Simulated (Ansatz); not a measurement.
Run report: ZnSn₂N₂, geometry relaxation

The run: geometry relaxation of ZnSn₂N₂ (C2, 5 atoms in the cell). Method and program: DFT PBE, scalar-relativistic, plane waves, PAW, no spin polarisation (Ansatz 0.2.0).

The structure was made by a generator, so it may or may not be a known phase. Figures and captions count atoms from 1; the log counts them from 0 in places.

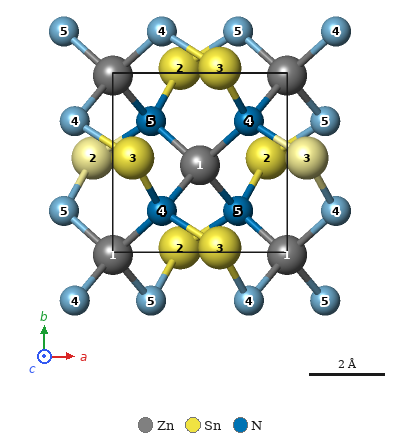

The input geometry (ball-and-stick view of the cell 2 times as large as that of the calculation, set on its symmetry axes, along the c axis; neighbours outside the cell are drawn fainter; atoms are numbered from 1 in the order of the input).

**Input**
```yaml
crystal:
  lattice:
    - [2.3646761796, -2.417354847, 0.0]
    - [2.3646761796, 2.417354847, 0.0]
    - [-0.9464419433, 0.0, 7.6350924177]
  atoms:
    - { symbol: Zn, position: [0.0143592806, 0.9856407194, 0.5] }
    - { symbol: Sn, position: [0.3602797319, 0.4123740753, 0.1817802822] }
    - { symbol: Sn, position: [0.5876259247, 0.6397202681, 0.8182197178] }
    - { symbol: "N", position: [0.0496403173, 0.5121638417, 0.6533486941] }
    - { symbol: "N", position: [0.4878361583, 0.9503596827, 0.3466513059] }
basis:
  ecutwfc: 420
kpoints:
  mp_grid: { grid: [6, 6, 2] }
hamiltonian:
  xc: pbe
scf:
  occupations: { method: gaussian, width: 0.1 }
  lower_state_search: "off"
output:
  forces: true
  stress: true
  eigenvalues: true
relax:
  adjacent_minimum: "off"
  f_tol: 0.04
  max_steps: 70
  cell: { stress_tol: 0.4 }
```

Launch command:
```bash
ansatz run input.yaml --threads 1 --pin off --max-ram 2560MiB --backend cpu --events-out ev --progress --plain --runs-dir out
```

**The program's output**
```
Engine: ansatz 0.2.0, x86_64-unknown-linux-gnu
Pseudopotentials: kind: paw
Pseudopotential: Zn, paw, valence charge 12, recommended cutoff 420 eV (normal), Zn.paw.azcp
Pseudopotential: Sn, paw, valence charge 14, recommended cutoff 420 eV (normal), Sn.paw.azcp
Pseudopotential: N, paw, valence charge 5, recommended cutoff 420 eV (normal), N.paw.azcp
Functional definition: PBE
  parameter kappa = 0.804
  parameter beta = 0.06672455060314922
  exchange = pbe_x(kappa = kappa, mu = beta*pi^2/3)
  correlation = pbe_c(beta = beta)
Crystal: 5 atoms, lattice volume = 87.288 Å³
Basis set: ecut = 420 eV, 1711 PW (Γ), exchange–correlation on 48×48×108 points (8 copies of the dense FFT grid, shifted against one another)
Bands: 30, of which v1, the nominal top of the filled ones, is band 25 counted from 1 (24 counted from 0)
Symmetry: 2 space group operations
Space group: C2 (ITA 5), of the structure as read, at distance tolerance 4.4e-5 Å
k-points: 26 of 72 (time reversal used)
Non-local potential: Zn, projectors of the file, l = 0: 2, l = 1: 2, l = 2: 3, l = 3: 1
Non-local potential: Sn, projectors of the file, l = 0: 2, l = 1: 2, l = 2: 2, l = 3: 2
Non-local potential: N, projectors of the file, l = 0: 2, l = 1: 2, l = 2: 1
PAW form: soft (Blöchl's): semilocal exchange-correlation on the pseudo side does not see the compensation charge
PAW one-centre angular grid: Zn, 590 points (default); XC on 64 Gauss nodes
PAW one-centre angular grid: Sn, 590 points (default); XC on 64 Gauss nodes
PAW one-centre angular grid: N, 110 points (default); XC on 64 Gauss nodes
Initial density: superposition of atomic densities (neutral atoms: chi_scale 0, normalization atom), corrected by the library's trained network
Initial wavefunctions: pseudopotential atomic-orbital guess
Functional: x = pbe(κ = 0.804, μ = 0.2195149727645171), c = pbe(β = 0.06672455060314922)
SCF iter   1: F=—  HF=-16134.247053 eV  |F-HF|=—  |Δ(HF+E_count)|=         —  Δρ=3.43e-3  dr2=2.41e-2  ethr=1.77e-3  ⟨swp⟩=6.2  Hψ=3597  notcnv=0
preconditioner: auto → Resta (q_TF=auto, 2.486 Å⁻¹)  ε∞=4.3  [insulator: Δε(μ)=0.097 eV  Ē_g=15.540 eV  σ=0.100 eV  W_gap=0.50  n_scr=22 (ndim 8)  ℏωp=28.1 eV  f_vac=0.001  D(μ)=1.39/eV (n_scr^D=4)  ε∞_Penn≈4.3]
SCF iter   2: F=—  HF=-16134.242359 eV  |F-HF|=—  |Δ(HF+E_count)|=   4.69e-3  Δρ=1.69e-3  dr2=4.41e-3  ethr=4.82e-5  ⟨swp⟩=2.4  Hψ=1462  notcnv=0
preconditioner: auto → Kerker (q_TF=auto, 2.486 Å⁻¹)  [metal: Δε(μ)=0.090 eV  Ē_g=15.535 eV  σ=0.100 eV  W_gap=0.47  n_scr=22 (ndim 8)  ℏωp=28.1 eV  f_vac=0.000  D(μ)=1.50/eV (n_scr^D=4)]
SCF iter   3: F=—  HF=-16134.241806 eV  |F-HF|=—  |Δ(HF+E_count)|=   5.54e-4  Δρ=6.57e-4  dr2=6.31e-4  ethr=8.83e-6  ⟨swp⟩=2.5  Hψ=1274  notcnv=0
SCF iter   4: F=—  HF=-16134.241724 eV  |F-HF|=—  |Δ(HF+E_count)|=   8.12e-5  Δρ=2.31e-4  dr2=8.13e-5  ethr=1.26e-6  ⟨swp⟩=2.8  Hψ=1331  notcnv=0
SCF iter   5: F=—  HF=-16134.241724 eV  |F-HF|=—  |Δ(HF+E_count)|=   4.04e-7  Δρ=1.09e-4  dr2=1.25e-5  ethr=1.63e-7  ⟨swp⟩=2.6  Hψ=1382  notcnv=0
SCF iter   6: F=—  HF=-16134.241721 eV  |F-HF|=—  |Δ(HF+E_count)|=   3.11e-6  Δρ=5.92e-5  dr2=2.76e-6  ethr=2.49e-8  ⟨swp⟩=2.1  Hψ=1116  notcnv=0
SCF iter   7: F=—  HF=-16134.241721 eV  |F-HF|=—  |Δ(HF+E_count)|=   4.04e-7  Δρ=1.65e-5  dr2=2.78e-7  ethr=5.53e-9  ⟨swp⟩=2.0  Hψ=1413  notcnv=0
SCF iter   8: F=-16134.241721 eV  HF=-16134.241721 eV  |F-HF|=9.74e-9  |Δ(HF+E_count)|=   1.26e-7  Δρ=5.63e-6  dr2=3.54e-8  ethr=2.00e-10  ⟨swp⟩=8.5  Hψ=3403  notcnv=0
SCF 1 converged in 8 iterations: F = -16134.241721 eV  dr2 = 3.54e-8
  greatest PAW one-centre occupation: 0.992 electrons in one spin orbital (limit 2), on the Sn atom at site 2 (counted from 0), in its partial waves of l = 2
relax step   1: F+E_penalty+E_count = -16134.24172065 eV  Δ(F+E_penalty+E_count) = +0.000e0 eV  max|allowed force component| = 6.176e-2 eV/Å  Δτ_max = 0.0000 Å  P = +0.247 GPa  Ω = 87.288 Å³  (8 SCF iters, dr2 threshold 1.00e-7 eV, accepted)
Crystal: 5 atoms, lattice volume = 87.003 Å³
Basis set: ecut = 420 eV, 1713 PW (Γ), exchange–correlation on 48×48×108 points (8 copies of the dense FFT grid, shifted against one another)
Initial density: handed on by an earlier stage of this run
Initial wavefunctions: those handed on with the density
iter 1 solved again at ethr=6.18e-6 eV; its pass at ethr=3.10e-3 eV (dr2=3.09e-3 eV) is discarded
SCF iter   1: F=—  HF=-16134.246051 eV  |F-HF|=—  |Δ(HF+E_count)|=         —  Δρ=1.76e-3  dr2=2.95e-3  ethr=6.18e-6  ⟨swp⟩=2.0  Hψ=4662  notcnv=0
preconditioner: auto → Kerker (q_TF=auto, 2.488 Å⁻¹)  [metal: Δε(μ)=0.089 eV  Ē_g=15.539 eV  σ=0.100 eV  W_gap=0.47  n_scr=20 (ndim 8)  ℏωp=28.1 eV  f_vac=0.001  D(μ)=1.29/eV (n_scr^D=2)]
SCF iter   2: F=—  HF=-16134.245652 eV  |F-HF|=—  |Δ(HF+E_count)|=   3.98e-4  Δρ=9.11e-4  dr2=8.11e-4  ethr=5.90e-6  ⟨swp⟩=1.4  Hψ=1033  notcnv=0
SCF iter   3: F=—  HF=-16134.245570 eV  |F-HF|=—  |Δ(HF+E_count)|=   8.21e-5  Δρ=3.21e-4  dr2=1.76e-4  ethr=1.62e-6  ⟨swp⟩=2.6  Hψ=1473  notcnv=0
SCF iter   4: F=—  HF=-16134.245530 eV  |F-HF|=—  |Δ(HF+E_count)|=   3.99e-5  Δρ=1.49e-4  dr2=3.66e-5  ethr=3.52e-7  ⟨swp⟩=2.2  Hψ=1090  notcnv=0
SCF iter   5: F=—  HF=-16134.245527 eV  |F-HF|=—  |Δ(HF+E_count)|=   3.57e-6  Δρ=1.01e-4  dr2=1.02e-5  ethr=7.31e-8  ⟨swp⟩=2.0  Hψ=1101  notcnv=0
SCF iter   6: F=—  HF=-16134.245524 eV  |F-HF|=—  |Δ(HF+E_count)|=   3.32e-6  Δρ=3.65e-5  dr2=4.16e-6  ethr=2.03e-8  ⟨swp⟩=2.0  Hψ=1094  notcnv=0
SCF iter   7: F=—  HF=-16134.245523 eV  |F-HF|=—  |Δ(HF+E_count)|=   2.92e-7  Δρ=1.43e-5  dr2=6.34e-7  ethr=8.32e-9  ⟨swp⟩=1.8  Hψ=809  notcnv=0
SCF iter   8: F=-16134.245523 eV  HF=-16134.245523 eV  |F-HF|=1.22e-8  |Δ(HF+E_count)|=   3.80e-8  Δρ=4.80e-6  dr2=3.84e-8  ethr=1.00e-9  ⟨swp⟩=5.9  Hψ=3067  notcnv=0
SCF 2 converged in 8 iterations: F = -16134.245523 eV  dr2 = 3.84e-8
relax step   2: F+E_penalty+E_count = -16134.24552321 eV  Δ(F+E_penalty+E_count) = -3.803e-3 eV  max|allowed force component| = 3.061e-2 eV/Å  Δτ_max = 0.0213 Å  P = +0.129 GPa  Ω = 87.003 Å³  energy of the carried Pulay correction = +5.420e-4 eV  (8 SCF iters, dr2 threshold 5.00e-7 eV, accepted)
Initial wavefunctions: pseudopotential atomic-orbital guess (no wavefunctions were taken with the density)
iter 1 solved again at ethr=4.32e-7 eV; its pass at ethr=3.10e-3 eV (dr2=2.16e-4 eV) is discarded
SCF iter   1: F=—  HF=-16134.245090 eV  |F-HF|=—  |Δ(HF+E_count)|=         —  Δρ=9.05e-5  dr2=3.59e-7  ethr=4.32e-7  ⟨swp⟩=2.9  Hψ=5308  notcnv=0
preconditioner: auto → Kerker (q_TF=auto, 2.488 Å⁻¹)  [metal: Δε(μ)=0.086 eV  Ē_g=15.545 eV  σ=0.100 eV  W_gap=0.46  n_scr=20 (ndim 8)  ℏωp=28.1 eV  f_vac=0.001  D(μ)=1.30/eV (n_scr^D=2)]
SCF iter   2: F=—  HF=-16134.245116 eV  |F-HF|=—  |Δ(HF+E_count)|=   2.67e-5  Δρ=4.68e-5  dr2=1.08e-7  ethr=7.18e-10  ⟨swp⟩=2.9  Hψ=1577  notcnv=0
SCF iter   3: F=—  HF=-16134.245133 eV  |F-HF|=—  |Δ(HF+E_count)|=   1.64e-5  Δρ=1.46e-5  dr2=2.30e-8  ethr=2.16e-10  ⟨swp⟩=2.0  Hψ=1167  notcnv=0
SCF iter   4: F=—  HF=-16134.245134 eV  |F-HF|=—  |Δ(HF+E_count)|=   1.63e-6  Δρ=2.14e-6  dr2=9.11e-9  ethr=4.60e-11  ⟨swp⟩=2.0  Hψ=1167  notcnv=0
SCF iter   5: F=—  HF=-16134.245134 eV  |F-HF|=—  |Δ(HF+E_count)|=   4.75e-9  Δρ=1.41e-6  dr2=3.78e-9  ethr=1.82e-11  ⟨swp⟩=2.0  Hψ=903  notcnv=0
SCF iter   6: F=-16134.245134 eV  HF=-16134.245134 eV  |F-HF|=5.31e-10  |Δ(HF+E_count)|=   1.04e-8  Δρ=4.11e-7  dr2=7.82e-10  ethr=6.40e-12  ⟨swp⟩=4.8  Hψ=2592  notcnv=0
SCF 3 converged in 6 iterations: F = -16134.245134 eV  dr2 = 7.82e-10
  greatest PAW one-centre occupation: 0.992 electrons in one spin orbital (limit 2), on the Sn atom at site 1 (counted from 0), in its partial waves of l = 2
relax step   3: F+E_penalty+E_count = -16134.24513425 eV  Δ(F+E_penalty+E_count) = +3.890e-4 eV  max|allowed force component| = 3.066e-2 eV/Å  Δτ_max = 0.0000 Å  P = +0.123 GPa  Ω = 87.003 Å³  stress off target by 3.17e-1 GPa  SCF on the basis re-selected at this cell (its energy is not comparable with the rows above)  (6 SCF iters)
```

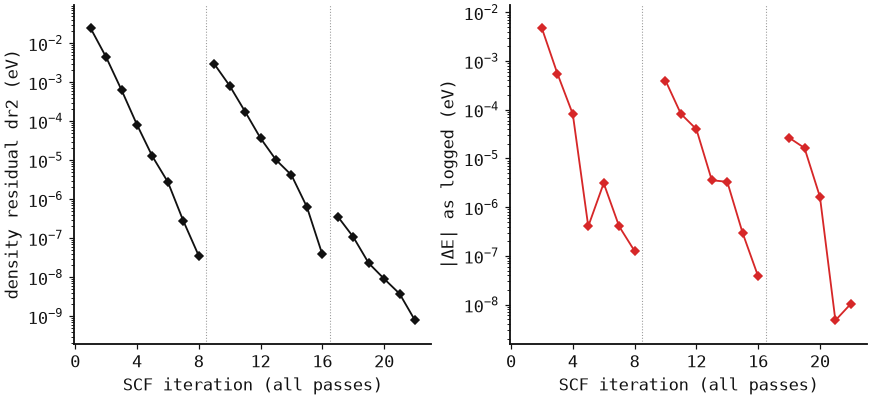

Convergence of the self-consistent field: density residual dr2 and size of the energy change against the SCF iteration. The dotted lines part the SCF passes of the relaxation: geometry steps, rejected trials and re-solves on a re-selected basis. The passes take 8, 8 and 6 iterations.

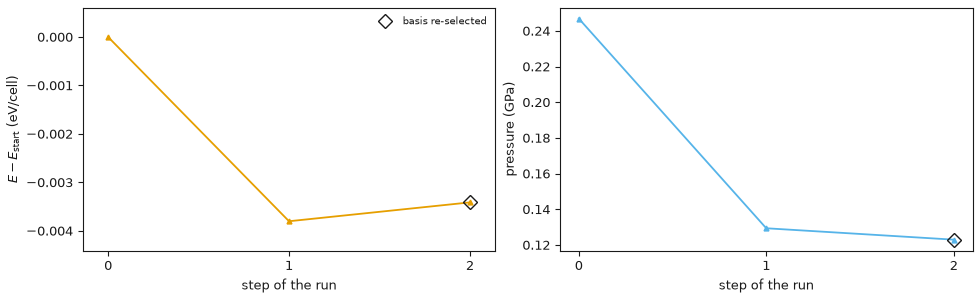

Progress of the relaxation, step by step (the first geometry is step 0 here and step 1 in the log).

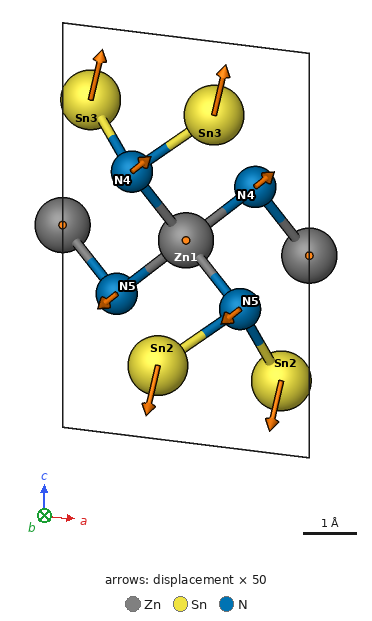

The starting structure with the displacements (without the part carried along by the change of the cell) as orange arrows, magnified 50 times (ball-and-stick view of the cell 2 times as large as that of the calculation, set on its symmetry axes, along the b axis). After 1 geometry step the energy has fallen by 3.8 meV per cell of the calculation. The largest force component goes from 0.062 to 0.031 eV/Å. The pressure goes from 0.25 to 0.12 GPa. The largest moves relative to the cell, 0.021 Å, are those of Sn2 and Sn3. By element the largest moves are Sn 0.021 Å, N 0.011 Å, Zn 0.003 Å. Cell: a 4.729 → 4.736 Å (+0.1 %), b 4.835 → 4.853 Å (+0.4 %), c 7.694 → 7.639 Å (−0.7 %), β 97.1° → 97.7°. Volume −0.3 %. Among the contacts that change: Sn2–N5 2.124 → 2.130 Å. The space group stays C2 (No. 5). A last SCF at the same geometry on a re-selected plane-wave basis shifts the energy by +0.4 meV per cell of the calculation. (Atoms are counted from 1 in the order of the input.)

```
basis re-selected at this cell: Δ(F+E_penalty+E_count) = +3.890e-4 eV, ΔP = -0.006 GPa vs the last step (what re-selecting the basis moved, of the pressure what is left beyond the Pulay correction that the steps carried, after the strain that the cell walked since its last selection, with what the two solves' SCF thresholds leave and, on support functions, any second-order correction that the steps lacked; it is no measure of the basis error at this ecutwfc). This SCF's stress stands 3.17e-1 GPa from its target on what of the cell is left free (relax.cell.stress_tol is 4.00e-1 GPa) and its largest allowed force component is 3.07e-2 eV/Å (relax.f_tol is 4.00e-2 eV/Å): within both
SCF converged after 6 iterations
Free energy (F): -16134.245134 eV
Harris-Foulkes:  -16134.245134 eV  (|F-HF|=5.31e-10)
Internal energy: -16134.238612 eV  (E = F + TS)
E sigma→0 (E₀):  -16134.241873 eV
Entropy (-TS):   -0.006522 eV (-1.304 meV/atom)
Fermi energy:    9.461087 eV
--- Per-component energies (eV) ---
  E_band       = -127.145340
  E_kinetic    = 760.014502
  E_local      = -4023.037509  (includes V_loc(G=0)·N_el)
  E_nonlocal   = 643.230786
  E_hartree    = 2018.174925
  E_xc         = -1019.854554
  E_vxc        = -393.611027  (∫ρ·V_xc dr)
  E_paw        = -10357.796020  (= ΣΔE_a)
  E_vpaw       = -1150.092312  (= ΣTr[D̂ρ^β])
  E_aug_tail   = -0.000191  (compensation charges beyond the density's cutoff)
  E_ewald      = -4154.970552
  E_smearing   = -0.006522  (= −TS)
  E_closure    = -0.000000  (closes the sum)
  Σ components = -16134.245134   (vs F -16134.245134, Δ=0.00e0)
--- Forces (eV/Å), atoms counted from 1 ---
  atom   1  Zn     0.00000000     0.01888551    -0.00000000
  atom   2  Sn     0.00007126     0.00181147     0.03066459
  atom   3  Sn    -0.00007126     0.00181147    -0.03066459
  atom   4  N      0.01526456    -0.01125454    -0.00077984
  atom   5  N     -0.01526456    -0.01125454     0.00077984
  max |Σ_I F_I| component: 6.20e-7 eV/Å
--- Stress (GPa, compression-positive) ---
        0.102686      -0.000000      -0.248518
       -0.000000       0.237500       0.000000
       -0.248518       0.000000       0.028742
  P = ⅓ Tr σ = 0.1230 GPa (1.230 kbar)
--- Band table (eV; the first three rows and the last of 26) ---
  k-point 0: bands = ["-12.0149", "-11.9940", "-11.8736", "-11.7860", "-11.7682", "-11.7410", "-11.7266", "-11.7170", "-11.7040", "-11.7039", "-5.7577", "-5.0488", "0.8837", "2.4069", "3.1428", "3.1521", "3.4677", "3.7458", "5.1837", "6.2267", "6.7706", "6.7928", "8.1911", "8.2980", "9.9069", "10.2600", "13.0210", "14.3364", "15.1320", "15.5991"]
  k-point 1: bands = ["-12.0139", "-11.9953", "-11.8731", "-11.7868", "-11.7678", "-11.7415", "-11.7269", "-11.7170", "-11.7037", "-11.7032", "-5.6905", "-5.1466", "1.0292", "2.6197", "3.1463", "3.1546", "3.5449", "3.7452", "4.1008", "6.7374", "6.7624", "7.3862", "8.2405", "8.3242", "8.6199", "10.9342", "13.4918", "14.3909", "14.8837", "15.6438"]
  k-point 2: bands = ["-11.9898", "-11.9703", "-11.8735", "-11.7986", "-11.7743", "-11.7431", "-11.7371", "-11.7261", "-11.7108", "-11.6903", "-5.5593", "-4.9117", "1.1375", "2.4658", "3.1387", "3.1684", "3.4868", "3.6939", "4.6325", "5.8233", "6.5868", "6.9573", "7.7103", "8.3186", "9.5502", "11.1705", "12.2459", "13.7416", "14.7779", "15.2115"]
  k-point 25: bands = ["-11.9434", "-11.8780", "-11.8729", "-11.8396", "-11.8387", "-11.8011", "-11.7633", "-11.7100", "-11.6183", "-11.6166", "-4.0289", "-4.0231", "2.2554", "2.8977", "3.3801", "3.4812", "3.6555", "3.6574", "4.2352", "4.8128", "5.6559", "5.9712", "6.5279", "7.5842", "8.1813", "8.2624", "10.3596", "11.6760", "13.7463", "13.9385"]
--- Relaxed structure (2 steps of the walk, 2 accepted, 1 SCFs on fresh bases) ---
  F+E_penalty+E_count = -16134.24513425 eV   max|allowed force component| = 3.066e-2 eV/Å   (the final SCF, on the basis selected at the relaxed cell)
  cell:  # Å, volume = 87.0030 Å³
    - [2.368024632769644, -2.4266856704218185, -0.01176534765811889]
    - [2.368024632769644, 2.4266856704218185, -0.0117653476581189]
    - [-0.98577021751502, -1.3332567604853412e-17, 7.57504787120289]
  atoms:
    - { symbol: Zn, position: [0.013765554428290347, 0.9862344455717097, 0.5] }
    - { symbol: Sn, position: [0.3606461070718428, 0.41000564877014384, 0.17914077861072364] }
    - { symbol: Sn, position: [0.5899943512298561, 0.6393538929281573, 0.8208592213892764] }
    - { symbol: N, position: [0.05019201254699732, 0.5148566124769864, 0.6542616935894425] }
    - { symbol: N, position: [0.4851433875230134, 0.9498079874530025, 0.3457383064105574] }
```

**Trajectory as extended XYZ (Å, eV, eV/Å), 3 frames, from step=1 to step=3**
```
5
Lattice="2.3647 -2.4174 0.0000 2.3647 2.4174 0.0000 -0.9464 0.0000 7.6351" Properties=species:S:1:pos:R:3:forces:R:3 step=1 energy=-16134.24172 pressure_GPa=0.25
Zn    1.8915    2.3479    3.8175    0.0000   0.0344   0.0000
Sn    1.6550    0.1259    1.3879    0.0618   0.0239  -0.0392
Sn    2.1279    0.1259    6.2472   -0.0618   0.0239   0.0392
N     0.7101    1.1181    4.9884    0.0365  -0.0411  -0.0079
N     3.0728    1.1181    2.6467   -0.0365  -0.0411   0.0079
5
Lattice="2.3680 -2.4267 -0.0118 2.3680 2.4267 -0.0118 -0.9858 0.0000 7.5750" Properties=species:S:1:pos:R:3:forces:R:3 step=2 energy=-16134.24552 pressure_GPa=0.13
Zn    1.8751    2.3599    3.7758    0.0000   0.0190   0.0000
Sn    1.6483    0.1198    1.3479   -0.0001   0.0017   0.0306
Sn    2.1019    0.1198    6.2036    0.0001   0.0017  -0.0306
N     0.6931    1.1276    4.9494    0.0151  -0.0113  -0.0006
N     3.0572    1.1276    2.6021   -0.0151  -0.0113   0.0006
5
Lattice="2.3680 -2.4267 -0.0118 2.3680 2.4267 -0.0118 -0.9858 0.0000 7.5750" Properties=species:S:1:pos:R:3:forces:R:3 step=3 energy=-16134.24513 pressure_GPa=0.12
Zn    1.8751    2.3599    3.7758    0.0000   0.0189   0.0000
Sn    1.6483    0.1198    1.3479    0.0001   0.0018   0.0307
Sn    2.1019    0.1198    6.2036   -0.0001   0.0018  -0.0307
N     0.6931    1.1276    4.9494    0.0153  -0.0113  -0.0008
N     3.0572    1.1276    2.6021   -0.0153  -0.0113   0.0008
```

**Key numbers**

```tsv
quantity	value
outcome	converged
space group (tolerance 0.01 Å)	C2 (5)
electrons treated	50
free energy	−16134.2451 eV
Fermi energy	9.461 eV
gap on the k-point mesh	none (metallic)
pressure	0.12 GPa
final volume	87.00 Å³
largest force (length of the vector) at the end	0.031 eV/Å
final cell	a = 3.391 Å, b = 3.391 Å, c = 7.639 Å, α = 95.37°, β = 95.37°, γ = 91.40°
hardware	1 thread of Intel Xeon (Granite Rapids), 32 GiB of memory available, shared host
wall time	10 s
peak memory	0.44 GiB
```
